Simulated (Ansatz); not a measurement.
ZrS2: single-point calculation

- system: ZrS2 (slab, 12 atoms in the cell)
- method: DFT PBE+D3(BJ), scalar-relativistic, plane waves, PAW, no spin polarisation (Ansatz 0.2.0)

The structure derives from an entry of the Crystallography Open Database. It belongs to a series of runs on one base structure; here: the slab at its places in the relaxed adsorbed structure. Figures and captions count atoms from 1; the log counts them from 0 in places.

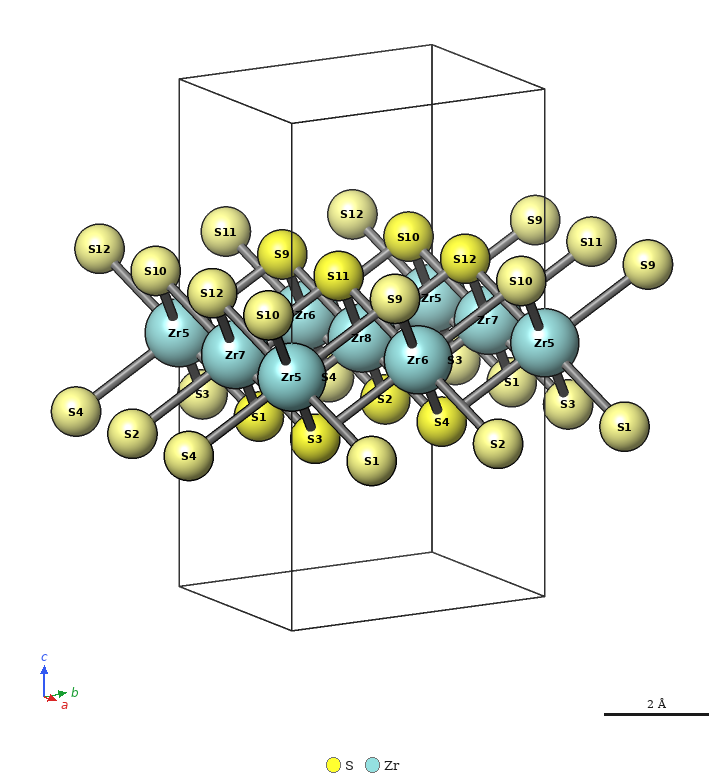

**Figure 1.** The structure (ball-and-stick view of the cell of the calculation, with the vacuum cut short, seen slightly off an axis; neighbours outside the cell are drawn fainter; atoms are numbered from 1 in the order of the input).

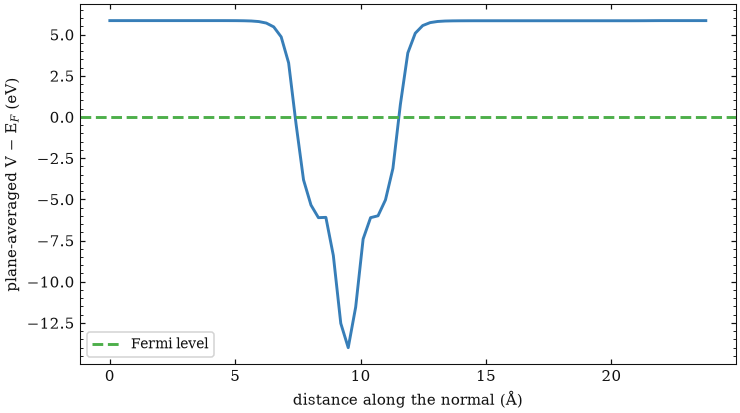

**Figure 2.** Plane average of the electrostatic potential energy of an electron across the cell, from the Fermi level. The vacuum level lies 5.84 eV above the Fermi level.

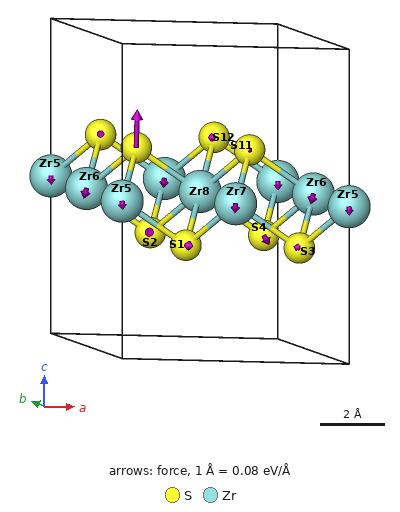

**Figure 3.** Forces on the atoms as pink arrows (ball-and-stick view of the cell of the calculation, with the vacuum cut short, seen slightly off an axis; atoms are numbered from 1 in the order of the input); the smallest are left out. The largest act on S9 (0.10 eV/Å). The geometry is not a stationary point of this energy.

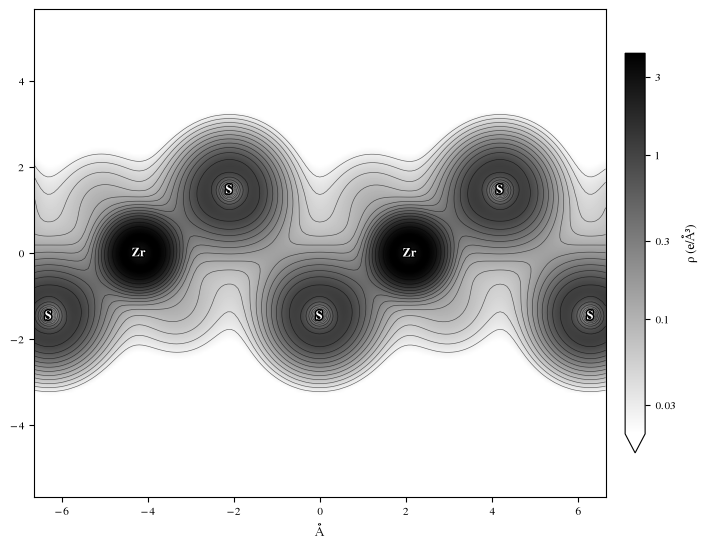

**Figure 4.** Valence pseudo-density on the (110) plane of the calculation cell, a cut from vacuum to vacuum. The section cuts through S and Zr sites. Zr–S (2.56 Å): ρ at the midpoint is about 0.44 e/Å³. The density dies away to nearly zero in the vacuum. In a PAW calculation such maps are meaningful between the atoms, not at the nuclei.

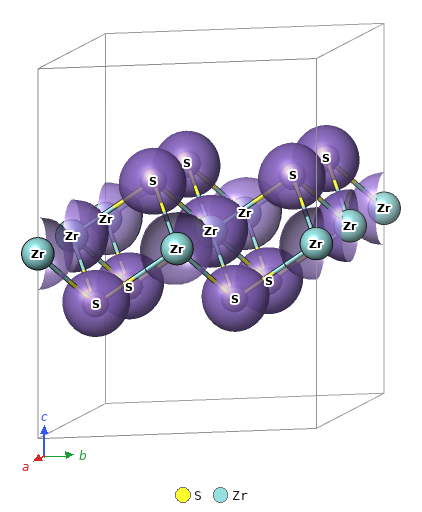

**Figure 5.** Isosurface of the valence pseudo-density at 0.8 e/Å³ (purple), seen slightly off an axis. Sticks mark near contacts. At this value the density breaks into separate islands; it holds about 50 % of the electrons treated as valence (semicore included). It is pinched off along the Zr–S (2.55 Å) contacts. On the grid the lowest density along these lines, outside the cores, is 0.44 e/Å³ (Zr–S, 2.55 Å).

The input that produced these results follows, with the program's output.

### The input
```yaml
crystal:
  lattice:
    - [7.2700394428, 0.0, 0.0]
    - [-3.6350197214, 6.296038844, 0.0]
    - [0.0, 0.0, 24.057608756]
  atoms:
    - { symbol: S, position: [0.3333333333, 0.1666666667, 0.3325351277] }
    - { symbol: S, position: [0.3333333333, 0.6666666667, 0.3325351277] }
    - { symbol: S, position: [0.8333333333, 0.1666666667, 0.3325351277] }
    - { symbol: S, position: [0.8333333333, 0.6666666667, 0.3325351277] }
    - { symbol: Zr, position: [7.52823e-05, 5.15665e-05, 0.3933575748] }
    - { symbol: Zr, position: [-5.87781e-05, 0.4998381163, 0.3934448851] }
    - { symbol: Zr, position: [0.5001131244, -3.66022e-05, 0.3936090023] }
    - { symbol: Zr, position: [0.5003433091, 0.5002830917, 0.3931234148] }
    - { symbol: S, position: [0.16690859, 0.3334547302, 0.4537207022] }
    - { symbol: S, position: [0.1664945246, 0.8328711795, 0.4542836886] }
    - { symbol: S, position: [0.6664467685, 0.3335531777, 0.4542845194] }
    - { symbol: S, position: [0.6672615868, 0.8336163074, 0.4542629693] }
basis:
  ecutwfc: 420
kpoints:
  mp_grid: { grid: [3, 3, 1] }
hamiltonian:
  xc: pbe
  dispersion: d3bj
scf:
  occupations: { method: gaussian, width: 0.05 }
output:
  forces: true
  eigenvalues: true
  write_density: true
  volumetric_format: npy
efield:
  axis: 3
  dipole_correction: true
  ramp_width: 0.04
```

Launch command:
```bash
ansatz run input.yaml --threads 2 --pin off --max-ram 5120MiB --backend cpu --events-out ev --progress --plain --runs-dir out
```

### Log
```
Engine: ansatz 0.2.0, aarch64-unknown-linux-gnu
Pseudopotentials: kind: paw
Pseudopotential: S, paw, valence charge 6, recommended cutoff 420 eV (normal), S.paw.azcp
Pseudopotential: Zr, paw, valence charge 12, recommended cutoff 420 eV (normal), Zr.paw.azcp
Functional definition: PBE
  parameter kappa = 0.804
  parameter beta = 0.06672455060314922
  exchange = pbe_x(kappa = kappa, mu = beta*pi^2/3)
  correlation = pbe_c(beta = beta)
Crystal: 12 atoms, lattice volume = 1101.176 Å³
Basis set: ecut = 420 eV, 21429 PW (Γ), exchange–correlation on 100×100×324 points (8 copies of the dense FFT grid, shifted against one another)
Bands: 60, of which v1, the nominal top of the filled ones, is band 48 counted from 1 (47 counted from 0)
Symmetry: 1 space group operations
Space group: P1 (ITA 1), of the structure as read, at distance tolerance 1.0e-4 Å
k-points: 5 of 9 (time reversal used)
Non-local potential: S, projectors of the file, l = 0: 2, l = 1: 2, l = 2: 2
Non-local potential: Zr, projectors of the file, l = 0: 3, l = 1: 2, l = 2: 2, l = 3: 2
PAW form: soft (Blöchl's): semilocal exchange-correlation on the pseudo side does not see the compensation charge
PAW one-centre angular grid: S, 110 points (default); XC on 64 Gauss nodes
PAW one-centre angular grid: Zr, 590 points (default); XC on 64 Gauss nodes
Initial density: superposition of atomic densities (neutral atoms: chi_scale 0, normalization atom), corrected by the library's trained network
Initial wavefunctions: pseudopotential atomic-orbital guess
Functional: x = pbe(κ = 0.804, μ = 0.2195149727645171), c = pbe(β = 0.06672455060314922)
SCF iter   1: F=—  HF=-23973.452996 eV  |F-HF|=—  |Δ(HF+E_count)|=         —  Δρ=6.33e-4  dr2=7.31e-3  ethr=1.77e-3  p=0.002 e·Å  D=3.25e-4 V/Å  ΔV_dip=-0.01 eV  dr2_dipole=8.04e-11  V_vac-E_F(+/−)=5.70/5.71 eV  ⟨swp⟩=7.6  Hψ=1369  notcnv=0
efield: sawtooth ramp at fractional position 0.8734 (placed from the atoms, in the widest stretch of the axis that holds none; the zero of the levels goes with the place), width 0.0400; the density the first Hamiltonian is built on has a dipole p = 0.002 e·Å; the dipole correction subtracts the counter field D = 3.25e-4 V/Å, which shifts the + side's vacuum level by -0.01 eV against the − side's; the planar-averaged density in the ramp window peaks in size at 1.6e-6 e/Å³
preconditioner: auto → Resta (q_TF=auto, 1.817 Å⁻¹)  ε∞=2.5  [insulator: Δε(μ)=1.050 eV  Ē_g=7.226 eV  σ=0.050 eV  W_gap=1.00  n_scr=108 (ndim 8)  ℏωp=9.0 eV  f_vac=0.724  D(μ)=0.00/eV (n_scr^D=0)  ε∞_Penn≈2.5  vacuum switching on, ρ_ref=3.8e-3 e/Å³]
SCF iter   2: F=—  HF=-23973.450669 eV  |F-HF|=—  |Δ(HF+E_count)|=   2.33e-3  Δρ=3.41e-4  dr2=1.65e-3  ethr=7.61e-6  p=0.002 e·Å  D=3.26e-4 V/Å  ΔV_dip=-0.01 eV  dr2_dipole=4.47e-8  V_vac-E_F(+/−)=5.76/5.77 eV  ⟨swp⟩=2.0  Hψ=583  notcnv=0  defer=7
SCF iter   3: F=—  HF=-23973.453342 eV  |F-HF|=—  |Δ(HF+E_count)|=   2.67e-3  Δρ=1.71e-4  dr2=1.12e-3  ethr=1.72e-6  p=0.002 e·Å  D=2.78e-4 V/Å  ΔV_dip=-0.01 eV  dr2_dipole=2.86e-7  V_vac-E_F(+/−)=5.81/5.82 eV  ⟨swp⟩=2.0  Hψ=425  notcnv=0  defer=7
SCF iter   4: F=—  HF=-23973.453614 eV  |F-HF|=—  |Δ(HF+E_count)|=   2.73e-4  Δρ=4.43e-5  dr2=5.56e-5  ethr=1.17e-6  p=0.002 e·Å  D=3.26e-4 V/Å  ΔV_dip=-0.01 eV  dr2_dipole=1.41e-7  V_vac-E_F(+/−)=5.83/5.84 eV  ⟨swp⟩=2.0  Hψ=385  notcnv=0  defer=7
SCF iter   5: F=—  HF=-23973.453738 eV  |F-HF|=—  |Δ(HF+E_count)|=   1.24e-4  Δρ=1.81e-5  dr2=7.38e-6  ethr=5.79e-8  p=0.002 e·Å  D=2.55e-4 V/Å  ΔV_dip=-0.01 eV  dr2_dipole=7.52e-7  V_vac-E_F(+/−)=5.84/5.85 eV  ⟨swp⟩=2.0  Hψ=405  notcnv=0  defer=7
SCF iter   6: F=—  HF=-23973.453748 eV  |F-HF|=—  |Δ(HF+E_count)|=   9.62e-6  Δρ=1.60e-5  dr2=1.99e-5  ethr=7.68e-9  p=0.003 e·Å  D=4.11e-4 V/Å  ΔV_dip=-0.01 eV  dr2_dipole=3.81e-6  V_vac-E_F(+/−)=5.84/5.85 eV  ⟨swp⟩=2.6  Hψ=408  notcnv=0  defer=7  recentre
SCF iter   7: F=-23973.453746 eV  HF=-23973.453746 eV  |F-HF|=1.65e-8  |Δ(HF+E_count)|=   1.36e-6  Δρ=2.54e-6  dr2=7.13e-8  ethr=1.04e-10  p=0.002 e·Å  D=3.00e-4 V/Å  ΔV_dip=-0.01 eV  dr2_dipole=3.69e-9  V_vac-E_F(+/−)=5.84/5.85 eV  ⟨swp⟩=12.0  Hψ=1665  notcnv=0
SCF 1 converged in 7 iterations: F = -23973.453746 eV  dr2 = 7.13e-8
  greatest PAW one-centre occupation: 0.995 electrons in one spin orbital (limit 2), on the Zr atom at site 7 (counted from 0), in its partial waves of l = 0
SCF converged after 7 iterations
Free energy (F): -23973.453746 eV
Harris-Foulkes:  -23973.453746 eV  (|F-HF|=1.65e-8)
Internal energy: -23973.453746 eV  (E = F + TS)
E sigma→0 (E₀):  -23973.453746 eV
Fermi energy:    -2.548526 eV
Dipole field:    D = 0.000335 V/Å  (p = 0.002039 e·Å, saw-weighted, corrected)
Work function:   Φ+ = 5.8416 eV   Φ− = 5.8496 eV
Levels:          The Fermi level and band energies are counted from a zero that moves with the ramp; work functions are not
--- Per-component energies (eV) ---
  E_band       = -1623.206933
  E_kinetic    = 2188.435899
  E_local      = -54368.356209  (includes V_loc(G=0)·N_el)
  E_nonlocal   = 538.258662
  E_hartree    = 25921.723921
  E_xc         = -1427.789425
  E_vxc        = -1468.139722  (∫ρ·V_xc dr)
  E_paw        = -16615.384854  (= ΣΔE_a)
  E_vpaw       = -356.846086  (= ΣTr[D̂ρ^β])
  E_aug_tail   = 0.000107  (compensation charges beyond the density's cutoff)
  E_efield     = 0.000000  (sawtooth field / dipole correction)
  E_vefield    = 0.000039  (∫n·V_field dr)
  E_ewald      = 19792.628090
  E_disp       = -2.969936  (pairwise vdW)
  E_smearing   = -0.000000  (= −TS)
  E_closure    = -0.000000  (closes the sum)
  Σ components = -23973.453746   (vs F -23973.453746, Δ=0.00e0)
--- Forces (eV/Å), atoms counted from 1 ---
  atom   1  S      0.02207727    -0.01335907    -0.00087778
  atom   2  S     -0.01087332     0.02270079    -0.00068465
  atom   3  S     -0.01313162    -0.00940546     0.00497496
  atom   4  S      0.01383918     0.00437802    -0.02505403
  atom   5  Zr     0.00255786    -0.00630396    -0.02208222
  atom   6  Zr    -0.00810494     0.00502449    -0.02706975
  atom   7  Zr    -0.00333134     0.00491838    -0.02477867
  atom   8  Zr     0.00370828    -0.00493222    -0.00079822
  atom   9  S      0.00277604    -0.00136805     0.09762806
  atom  10  S     -0.00365681     0.01622934     0.00134102
  atom  11  S      0.00678867    -0.00163768    -0.00376992
  atom  12  S     -0.01265356    -0.01624214     0.00108885
  max |Σ_I F_I| component: 8.23e-5 eV/Å
--- Band table (eV; the first three rows and the last of 5) ---
  k-point 0: bands = ["-51.9342", "-51.9152", "-51.9111", "-51.9102", "-30.1285", "-30.1282", "-30.1280", "-30.0070", "-29.9442", "-29.9412", "-29.9405", "-29.9062", "-29.9058", "-29.9033", "-29.8428", "-29.8428", "-15.5608", "-14.7173", "-14.7050", "-14.7046", "-14.4012", "-14.1588", "-14.1512", "-14.1509", "-7.3978", "-7.3976", "-7.3949", "-6.9016", "-5.8756", "-5.8751", "-5.8739", "-5.7025", "-5.7019", "-5.5155", "-5.5145", "-5.5089", "-5.4123", "-5.4105", "-5.4104", "-4.2926", "-4.2878", "-4.2874", "-4.0052", "-4.0050", "-4.0005", "-3.9991", "-3.0770", "-3.0768", "-2.0205", "-2.0196", "-2.0109", "-1.4083", "-1.4075", "-0.5394", "0.3812", "0.3815", "0.3823", "0.7215", "0.7217", "0.7262"]
  k-point 1: bands = ["-51.9291", "-51.9182", "-51.9129", "-51.9104", "-30.0914", "-30.0905", "-30.0590", "-29.9913", "-29.9582", "-29.9487", "-29.9451", "-29.9398", "-29.9384", "-29.9156", "-29.8896", "-29.8584", "-15.2835", "-14.7732", "-14.5835", "-14.5762", "-14.4370", "-14.4064", "-14.3006", "-14.2951", "-6.9371", "-6.9328", "-6.7575", "-6.5624", "-6.2327", "-6.2313", "-6.1450", "-6.1201", "-5.5549", "-5.5166", "-5.4467", "-5.4417", "-5.4373", "-5.1776", "-5.1747", "-4.9196", "-4.9152", "-4.5050", "-4.2447", "-4.2428", "-4.0368", "-3.9305", "-3.6582", "-3.5671", "-1.8288", "-1.4164", "-1.2236", "-1.2198", "-0.6609", "-0.1652", "-0.0094", "-0.0070", "0.1025", "0.4019", "0.5383", "0.5433"]
  k-point 2: bands = ["-51.9291", "-51.9185", "-51.9120", "-51.9111", "-30.0911", "-30.0909", "-30.0590", "-29.9912", "-29.9583", "-29.9483", "-29.9455", "-29.9393", "-29.9388", "-29.9156", "-29.8896", "-29.8585", "-15.2834", "-14.7728", "-14.5837", "-14.5761", "-14.4372", "-14.4068", "-14.3007", "-14.2949", "-6.9373", "-6.9325", "-6.7573", "-6.5622", "-6.2327", "-6.2318", "-6.1457", "-6.1195", "-5.5543", "-5.5164", "-5.4461", "-5.4428", "-5.4375", "-5.1779", "-5.1747", "-4.9198", "-4.9149", "-4.5054", "-4.2442", "-4.2421", "-4.0371", "-3.9308", "-3.6583", "-3.5671", "-1.8295", "-1.4168", "-1.2231", "-1.2194", "-0.6602", "-0.1651", "-0.0095", "-0.0070", "0.1029", "0.4019", "0.5384", "0.5442"]
  k-point 4: bands = ["-51.9292", "-51.9180", "-51.9132", "-51.9103", "-30.0915", "-30.0905", "-30.0590", "-29.9913", "-29.9582", "-29.9489", "-29.9449", "-29.9399", "-29.9383", "-29.9157", "-29.8896", "-29.8584", "-15.2835", "-14.7733", "-14.5839", "-14.5759", "-14.4370", "-14.4063", "-14.3008", "-14.2948", "-6.9374", "-6.9326", "-6.7575", "-6.5624", "-6.2326", "-6.2312", "-6.1451", "-6.1199", "-5.5552", "-5.5166", "-5.4466", "-5.4421", "-5.4370", "-5.1775", "-5.1747", "-4.9204", "-4.9143", "-4.5049", "-4.2455", "-4.2422", "-4.0367", "-3.9304", "-3.6581", "-3.5671", "-1.8287", "-1.4163", "-1.2237", "-1.2198", "-0.6611", "-0.1651", "-0.0101", "-0.0063", "0.1024", "0.4021", "0.5378", "0.5435"]
```

### Key numbers

```json
{"quantity": "outcome", "value": "converged"}
{"quantity": "electrons treated", "value": "96"}
{"quantity": "free energy", "value": "−23973.4537 eV"}
{"quantity": "work function, top face", "value": "5.84 eV"}
{"quantity": "work function, bottom face", "value": "5.85 eV"}
{"quantity": "Fermi energy", "value": "−2.549 eV"}
{"quantity": "gap on the k-point mesh", "value": "1.06 eV"}
{"quantity": "work function (upper face)", "value": "5.84 eV"}
{"quantity": "largest force (length of the vector)", "value": "0.098 eV/Å"}
{"quantity": "hardware", "value": "2 threads of Arm Neoverse V1, 24 GiB of memory available, shared host"}
{"quantity": "wall time", "value": "23 s (CPU time 45 s)"}
{"quantity": "peak memory", "value": "1.2 GiB"}
```
